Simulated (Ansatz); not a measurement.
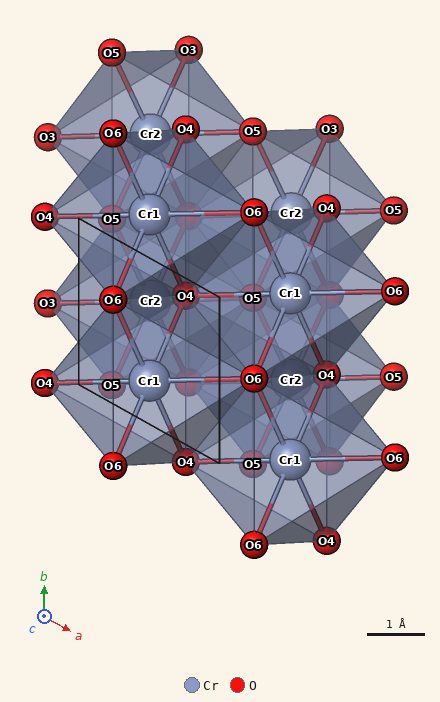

Figure 1. The input geometry of the first run (polyhedral view of the cell of the calculation, repeated 2 × 2 × 1, along the c axis; polyhedra are completed across the faces of the cell; atoms are numbered from 1 in the order of the input).

# CrO$_{2}$: a changed input and its effect

System: CrO$_{2}$ (6 atoms in the cell).
Method of the first run: Kohn-Sham DFT of a periodic cell, PBE, Ansatz PAW, spin-polarised (Ansatz 0.2.0).

The structure derives from a Materials Project entry. Text and figures count atoms from 1; the logs count them from 0 in places.

### Input file, the first run
```yaml
crystal:
  lattice:
    - [2.906571433, 0.0, 0.0]
    - [-1.4242118009, 2.5917852468, 0.0]
    - [-1.438894207, -0.888187804, 9.2816553297]
  atoms:
    - { symbol: Cr, position: [0.503289, 0.261898, 0.746937], spin: 3.0 }
    - { symbol: Cr, position: [0.510997, 0.746908, 0.253567], spin: 3.0 }
    - { symbol: O, position: [0.782374, 0.384277, 0.15049] }
    - { symbol: O, position: [0.761507, 0.895756, 0.644444] }
    - { symbol: O, position: [0.237283, 0.109235, 0.356515] }
    - { symbol: O, position: [0.246188, 0.627075, 0.849457] }
hamiltonian:
  xc: pbe
  pseudopotentials: { kind: paw }
magnetization:
  spin_polarized: true
kpoints:
  mp_grid: { grid: [11, 10, 3] }
scf:
  occupations: { method: fermi_dirac, width: 0.05 }
output:
  forces: true
  stress: true
  eigenvalues: true
  write_density: true
  write_potential: true
  elf: true
  volumetric_format: npy
```

Command:
```bash
ansatz run input.yaml --threads 2 --pin off --max-ram 5120MiB --backend cpu --events-out ev --progress --plain --runs-dir out
```

Hardware: 2 threads of Intel Xeon @ 2.50GHz (Skylake/Cascade Lake), 189 GiB of memory available, shared host.

### Output, shortened to warnings, some set-up lines, iterations and results (the first run)
```
Basis set: ecut = 420 eV, 1345 PW (Γ), exchange–correlation on 40×40×128 points (8 copies of the dense FFT grid, shifted against one another)
Symmetry: 1 space group operations
k-points: 166 of 330 (time reversal used)
Initial density: superposition of atomic densities (chi_scale 0.1, normalization cell, long waves kept (reshape's long-wave potential 0.12 eV rms))
[...]
SCF iter   1: F=—  HF=-9026.292231 eV  |F-HF|=—  |Δ(HF+E_count)|=         —  Δρ=4.02e-2 (↑4.02e-2 ↓3.39e-2)  dr2=1.63e0  dr2_m=4.99e-1  M=4.000 μB ∫|m|=4.575 μB  β_m=0.30  …
SCF iter   2: F=—  HF=-9025.963197 eV  |F-HF|=—  |Δ(HF+E_count)|=   3.29e-1  Δρ=2.74e-2 (↑2.74e-2 ↓2.51e-2)  dr2=9.51e-1  dr2_m=2.31e-1  M=4.000 μB ∫|m|=4.632 μB  β_m=0.62  …
SCF iter   3: F=—  HF=-9025.728787 eV  |F-HF|=—  |Δ(HF+E_count)|=   2.34e-1  Δρ=6.84e-3 (↑6.17e-3 ↓6.84e-3)  dr2=1.88e-1  dr2_m=2.06e-3  M=4.000 μB ∫|m|=4.682 μB  β_m=0.68  …
SCF iter   4: F=—  HF=-9025.682764 eV  |F-HF|=—  |Δ(HF+E_count)|=         —  Δρ=3.07e-3 (↑3.07e-3 ↓2.67e-3)  dr2=4.18e-2  dr2_m=1.64e-3  M=4.000 μB ∫|m|=4.696 μB  β_m=0.68  …
SCF iter   5: F=—  HF=-9025.694180 eV  |F-HF|=—  |Δ(HF+E_count)|=   1.14e-2  Δρ=2.55e-3 (↑2.55e-3 ↓1.71e-3)  dr2=2.59e-2  dr2_m=5.14e-4  M=4.000 μB ∫|m|=4.705 μB  β_m=0.84  …
[... 18 lines ...]
SCF iter  24: F=—  HF=-9025.709712 eV  |F-HF|=—  |Δ(HF+E_count)|=   1.88e-8  Δρ=4.61e-6 (↑4.61e-6 ↓3.53e-6)  dr2=2.55e-7  dr2_m=1.48e-9  M=4.000 μB ∫|m|=4.690 μB  β_m=0.81  …
SCF iter  25: F=—  HF=-9025.709712 eV  |F-HF|=—  |Δ(HF+E_count)|=   1.27e-8  Δρ=7.14e-6 (↑7.14e-6 ↓1.76e-6)  dr2=8.68e-8  dr2_m=8.27e-9  M=4.000 μB ∫|m|=4.690 μB  β_m=0.90  …
SCF iter  26: F=—  HF=-9025.709712 eV  |F-HF|=—  |Δ(HF+E_count)|=   2.62e-9  Δρ=5.12e-6 (↑5.12e-6 ↓1.09e-6)  dr2=4.61e-8  dr2_m=3.72e-9  M=4.000 μB ∫|m|=4.690 μB  β_m=0.90  …
SCF iter  27: F=-9025.709712 eV  HF=-9025.709712 eV  |F-HF|=2.88e-9  |Δ(HF+E_count)|=  5.44e-10  Δρ=1.13e-6 (↑1.13e-6 ↓5.08e-7)  dr2=2.96e-9  dr2_m=1.61e-10  M=4.000 μB …
SCF 1 converged in 27 iterations: F = -9025.709712 eV  dr2 = 2.96e-9
SCF converged after 27 iterations
Magnetization: 4.0000 μB (28.0000 up, 24.0000 down)
Absolute magnetization: 4.6899 μB (∫|ρ↑−ρ↓|, with the PAW one-centre terms)
Spin contamination: 0.1169 ħ² per cell (⟨S²⟩ above its minimum at these occupations)
Per-site moments (μB) at R_I (Å): [(1.7682542012452442, 0.7869001962729969), (1.785067884710732, 0.7961216501764441), (-0.0760435021798612, 0.7983984248738034), (-0.0767016356377696, 0.7887184631140614), (-0.07704387480771335, 0.7961216501764441), (-0.07576425752090805, 0.7869001962729969)]
Free energy (F): -9025.709712 eV
Harris-Foulkes:  -9025.709712 eV  (|F-HF|=2.88e-9)
Internal energy: -9025.678139 eV  (E = F + TS)
E sigma→0 (E₀):  -9025.693925 eV
Entropy (-TS):   -0.031574 eV (-5.262 meV/atom)
Fermi energy:    7.295402 eV
--- Per-component energies (eV) ---
  E_band       = -667.274808
  E_kinetic    = 1370.306785
  E_local      = -5928.352586  (includes V_loc(G=0)·N_el)
  E_nonlocal   = 345.746689
  E_hartree    = 2440.889274
  E_xc         = -570.010255
  E_vxc        = -726.811444  (∫ρ·V_xc dr)
  E_paw        = -3015.922701  (= ΣΔE_a)
  E_vpaw       = -609.953742  (= ΣTr[D̂ρ^β])
  E_aug_tail   = 0.010623  (compensation charges beyond the density's cutoff)
  E_ewald      = -3668.345967
  E_smearing   = -0.031574  (= −TS)
  E_closure    = 0.000000  (closes the sum)
  Σ components = -9025.709712   (vs F -9025.709712, Δ=0.00e0)
--- Forces (eV/Å), atoms counted from 1 ---
  atom   1  Cr     0.01582581    -0.00788736     0.00353877
  atom   2  Cr    -0.01973312    -0.00374636    -0.01798746
  atom   3  O     -0.11490209    -0.16075371     0.61301442
  atom   4  O      0.27048963    -0.09359416     0.55787172
  atom   5  O      0.13189923     0.16917246    -0.62994910
  atom   6  O     -0.28357925     0.09680919    -0.52648721
  max |Σ_I F_I| component: 1.14e-6 eV/Å
--- Stress (GPa, compression-positive) ---
       -7.259186      -1.052624      -0.641096
       -1.052624     -11.780906       1.071387
       -0.641096       1.071386      -3.527519
  P = ⅓ Tr σ = -7.5225 GPa (-75.225 kbar)
```

The input of the second run differs as follows (lines with − go, lines with + come):
```diff
-    - { symbol: Cr, position: [0.503289, 0.261898, 0.746937], spin: 3.0 }
-    - { symbol: Cr, position: [0.510997, 0.746908, 0.253567], spin: 3.0 }
-    - { symbol: O, position: [0.782374, 0.384277, 0.15049] }
-    - { symbol: O, position: [0.761507, 0.895756, 0.644444] }
-    - { symbol: O, position: [0.237283, 0.109235, 0.356515] }
-    - { symbol: O, position: [0.246188, 0.627075, 0.849457] }
+    - { symbol: Cr, position: [0.51991, 0.270327, 0.745131], spin: 3.0 }
+    - { symbol: Cr, position: [0.522262, 0.758883, 0.252121], spin: 3.0 }
+    - { symbol: O, position: [0.793044, 0.385139, 0.149547] }
+    - { symbol: O, position: [0.780441, 0.905056, 0.643926] }
+    - { symbol: O, position: [0.232707, 0.119733, 0.350872] }
+    - { symbol: O, position: [0.260189, 0.626239, 0.849858] }
-  write_density: true
-  write_potential: true
-  elf: true
-  volumetric_format: npy
```

How does the second run compare with the first run?

With the same functional and potentials, the second run lies 1.1 meV per atom higher. The pressure goes from −7.52 to −6.38 GPa. The largest force goes from 0.665 to 0.785 eV/Å.

### Output, shortened to warnings, some set-up lines, iterations and results (the second run)
```
Basis set: ecut = 420 eV, 1345 PW (Γ), exchange–correlation on 40×40×128 points (8 copies of the dense FFT grid, shifted against one another)
Symmetry: 1 space group operations
k-points: 166 of 330 (time reversal used)
Initial density: superposition of atomic densities (chi_scale 0.1, normalization cell, long waves kept (reshape's long-wave potential 0.14 eV rms))
[...]
SCF iter   1: F=—  HF=-9026.344738 eV  |F-HF|=—  |Δ(HF+E_count)|=         —  Δρ=4.09e-2 (↑4.09e-2 ↓3.43e-2)  dr2=1.76e0  dr2_m=5.06e-1  M=4.000 μB ∫|m|=4.563 μB  β_m=0.30  …
SCF iter   2: F=—  HF=-9025.980801 eV  |F-HF|=—  |Δ(HF+E_count)|=   3.64e-1  Δρ=2.75e-2 (↑2.75e-2 ↓2.53e-2)  dr2=9.71e-1  dr2_m=2.32e-1  M=4.000 μB ∫|m|=4.621 μB  β_m=0.60  …
SCF iter   3: F=—  HF=-9025.727679 eV  |F-HF|=—  |Δ(HF+E_count)|=   2.53e-1  Δρ=7.42e-3 (↑6.87e-3 ↓7.42e-3)  dr2=2.21e-1  dr2_m=3.81e-3  M=4.000 μB ∫|m|=4.670 μB  β_m=0.66  …
SCF iter   4: F=—  HF=-9025.682088 eV  |F-HF|=—  |Δ(HF+E_count)|=         —  Δρ=3.67e-3 (↑3.67e-3 ↓3.05e-3)  dr2=5.36e-2  dr2_m=1.98e-3  M=4.000 μB ∫|m|=4.681 μB  β_m=0.66  …
SCF iter   5: F=—  HF=-9025.684431 eV  |F-HF|=—  |Δ(HF+E_count)|=   2.34e-3  Δρ=2.59e-3 (↑2.59e-3 ↓1.74e-3)  dr2=2.70e-2  dr2_m=6.92e-4  M=4.000 μB ∫|m|=4.691 μB  β_m=0.83  …
[... 17 lines ...]
SCF iter  23: F=—  HF=-9025.702858 eV  |F-HF|=—  |Δ(HF+E_count)|=  2.27e-10  Δρ=2.43e-6 (↑2.43e-6 ↓1.75e-6)  dr2=9.67e-8  dr2_m=4.91e-10  M=4.000 μB ∫|m|=4.679 μB  β_m=0.83  …
SCF iter  24: F=—  HF=-9025.702858 eV  |F-HF|=—  |Δ(HF+E_count)|=   6.30e-9  Δρ=6.10e-6 (↑6.10e-6 ↓1.15e-6)  dr2=6.85e-8  dr2_m=6.63e-9  M=4.000 μB ∫|m|=4.679 μB  β_m=0.91  …
SCF iter  25: F=—  HF=-9025.702858 eV  |F-HF|=—  |Δ(HF+E_count)|=   4.85e-9  Δρ=7.41e-6 (↑7.41e-6 ↓2.07e-6)  dr2=1.39e-7  dr2_m=6.20e-9  M=4.000 μB ∫|m|=4.679 μB  β_m=0.86  …
SCF iter  26: F=-9025.702858 eV  HF=-9025.702858 eV  |F-HF|=2.21e-9  |Δ(HF+E_count)|=   5.34e-9  Δρ=1.39e-6 (↑1.39e-6 ↓5.27e-7)  dr2=2.70e-9  dr2_m=2.16e-10  M=4.000 μB …
SCF 1 converged in 26 iterations: F = -9025.702858 eV  dr2 = 2.70e-9
SCF converged after 26 iterations
Magnetization: 4.0000 μB (28.0000 up, 24.0000 down)
Absolute magnetization: 4.6791 μB (∫|ρ↑−ρ↓|, with the PAW one-centre terms)
Spin contamination: 0.1152 ħ² per cell (⟨S²⟩ above its minimum at these occupations)
Per-site moments (μB) at R_I (Å): [(1.769293489024434, 0.7856932573856137), (1.7465113954443183, 0.776501580772531), (-0.07344131698348312, 0.7987055063672313), (-0.07612143421200922, 0.7871857075414423), (-0.07600090672879284, 0.776501580772531), (-0.07445877977234676, 0.7856932573856137)]
Free energy (F): -9025.702858 eV
Harris-Foulkes:  -9025.702858 eV  (|F-HF|=2.21e-9)
Internal energy: -9025.671312 eV  (E = F + TS)
E sigma→0 (E₀):  -9025.687085 eV
Entropy (-TS):   -0.031546 eV (-5.258 meV/atom)
Fermi energy:    7.315756 eV
--- Per-component energies (eV) ---
  E_band       = -667.615950
  E_kinetic    = 1371.110942
  E_local      = -5958.151628  (includes V_loc(G=0)·N_el)
  E_nonlocal   = 345.902717
  E_hartree    = 2455.371260
  E_xc         = -570.182506
  E_vxc        = -727.049648  (∫ρ·V_xc dr)
  E_paw        = -3016.097535  (= ΣΔE_a)
  E_vpaw       = -610.182029  (= ΣTr[D̂ρ^β])
  E_aug_tail   = 0.010623  (compensation charges beyond the density's cutoff)
  E_ewald      = -3653.635184
  E_smearing   = -0.031546  (= −TS)
  E_closure    = 0.000000  (closes the sum)
  Σ components = -9025.702858   (vs F -9025.702858, Δ=0.00e0)
--- Forces (eV/Å), atoms counted from 1 ---
  atom   1  Cr     0.01525397    -0.02439613     0.25880228
  atom   2  Cr    -0.14498117    -0.13206729    -0.36213624
  atom   3  O     -0.35631590     0.02552233     0.42550438
  atom   4  O      0.25956782    -0.20506604     0.46145702
  atom   5  O      0.50217855     0.11045495    -0.08367516
  atom   6  O     -0.27570395     0.22555288    -0.69995161
  max |Σ_I F_I| component: 6.94e-7 eV/Å
--- Stress (GPa, compression-positive) ---
       -6.120030      -0.889384       0.657522
       -0.889384     -10.805116       1.057130
        0.657522       1.057130      -2.209286
  P = ⅓ Tr σ = -6.3781 GPa (-63.781 kbar)
```

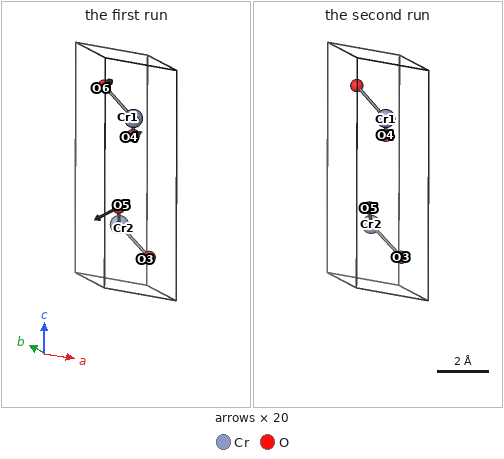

Figure 2. The two input geometries at one scale (ball-and-stick view of the cell of the calculation, seen slightly off an axis). The black arrows on the first give the shifts of the atoms relative to the cell, with their mean removed, magnified 20 times. O5 moves most: 0.060 Å. Largest moves by element: O 0.060 Å, Cr 0.016 Å. (The mean shift of all atoms is removed.) The lattice vectors keep their values. Among the contacts that change: Cr2–O5 1.930 → 1.882 Å, Cr1–O6 1.980 → 2.013 Å, Cr2–O3 1.989 → 1.961 Å, Cr1–O4 1.963 → 1.954 Å.

### The two runs side by side

```csv
quantity,the first run,the second run
outcome,converged,converged
free energy per atom (eV),−1504.2850,−1504.2838
"energy per atom, smearing taken to zero (eV)",−1504.2823,−1504.2812
gap on the mesh (eV),0.00,0.00
net moment of the cell (μB),4.00,4.00
absolute moment of the cell (μB),4.69,4.68
pressure (GPa),−7.52,−6.38
largest force (eV/Å),0.665,0.785
irreducible k-points,166,166
plane waves at Γ,1345,1345
wall time (shared host),3.7 min,3.7 min
```
